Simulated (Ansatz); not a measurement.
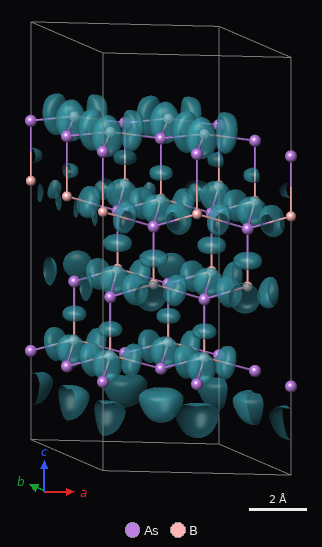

Figure. BAs (slab). Isosurface of the ELF at 0.75 (cyan), seen slightly off an axis. Only the valence region is drawn (cores and ρ < 0.01 e/Å³ removed). Sticks mark near contacts.

The calculation used DFT PBEsol, scalar-relativistic, plane waves, PAW in Ansatz.

In a PAW calculation such maps are meaningful between the atoms, not at the nuclei.

The calculation's input:

```
crystal:
  lattice:
    - [3.3713973096, 0.0, 0.0]
    - [-1.6856986548, 2.9197157163, 0.0]
    - [0.0, 0.0, 23.9463867227]
  atoms:
    - { symbol: As, position: [0.0, 0.0, 0.3131996525] }
    - { symbol: B, position: [0.3333333333, 0.6666666667, 0.3419381675] }
    - { symbol: As, position: [0.3333333333, 0.6666666667, 0.4281537125] }
    - { symbol: B, position: [0.6666666667, 0.3333333333, 0.4568922275] }
    - { symbol: As, position: [0.6666666667, 0.3333333333, 0.5431077725] }
    - { symbol: B, position: [0.0, 0.0, 0.5718462875] }
    - { symbol: As, position: [0.0, 0.0, 0.6580618325] }
    - { symbol: B, position: [0.3333333333, 0.6666666667, 0.6868003475] }
basis:
  ecutwfc: 420
kpoints:
  mp_grid: { grid: [9, 9, 1] }
hamiltonian:
  xc: pbesol
scf:
  occupations: { method: gaussian, width: 0.05 }
output:
  forces: true
  eigenvalues: true
  write_density: true
  write_potential: true
  elf: true
  volumetric_format: npy
relax:
  adjacent_minimum: "off"
  f_tol: 0.02
  max_steps: 60
efield:
  axis: 3
  dipole_correction: true
  ramp_width: 0.04
```

Launched as:

```sh
ansatz run input.yaml --threads 1 --pin off --max-ram 2560MiB --backend cpu --events-out ev --progress --plain --runs-dir out
```

The fields are those of the relaxed geometry.

Where are the electrons localised?

At this value the surface marks out 15 regions between bonded As–B atoms and one lobe on As, pointing away from the bonds (lone pairs), counted in one cell of 8 atoms. Counts are for one cell; the picture repeats the cell along the surface.

Values along the shortest contacts:
B–As (1.98 Å): the ELF peaks at about 0.90 between the atoms. B–As (2.04 Å): the ELF peaks at about 0.90 between the atoms.
